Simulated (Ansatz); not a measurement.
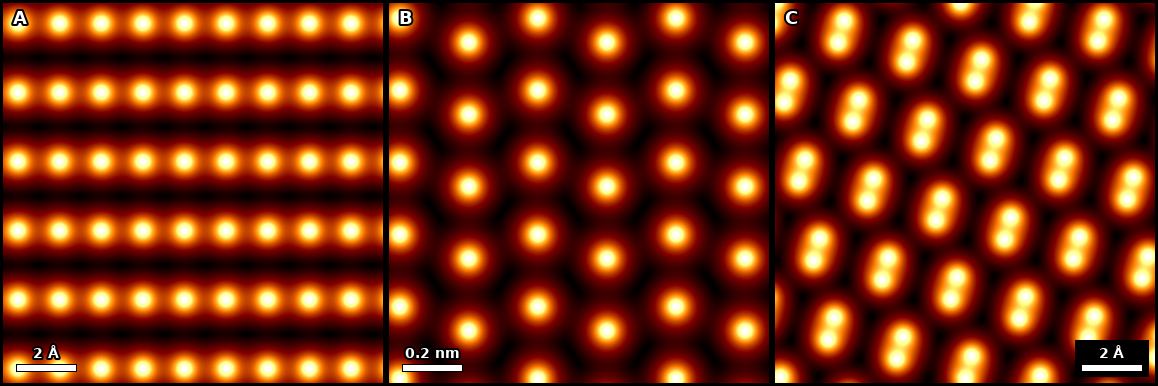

Three views of Al (P6_3/mmc, No. 194) along different zone axes. Computed as the sum of neutral-atom potentials (tabulated electron scattering factors, B = 0.8 Å²) projected along the beam and smoothed by 0.25 Å; brighter is more positive. The display is stretched by a gamma of 0.6; percentages refer to the linear signal. Structure: coordinates from a relaxation at fixed volume with Ansatz, DFT PBE, spin-orbit coupling, plane waves, PAW; the starting structure was generated, so it need not be a known form of this composition.

```yaml
crystal:
  lattice:
    - [2.84838, 0.00000, 0.00000]
    - [-1.42419, 2.46677, 0.00000]
    - [0.00000, 0.00000, 4.72725]
  atoms:
    - { symbol: Al, position: [0.33333, 0.66667, 0.75000] }
    - { symbol: Al, position: [0.66667, 0.33333, 0.25000] }
```

Match the panels to the zone axes [100], [101] and [210].

A is [210]: projected cell 1.42 × 2.36 Å, 90°, plane group p2mm. B is [100]: projected cell 2.47 × 4.73 Å, 90°, plane group p2mg. C is [101]: projected cell 2.44 × 2.75 Å, 116°, plane group c2mm.
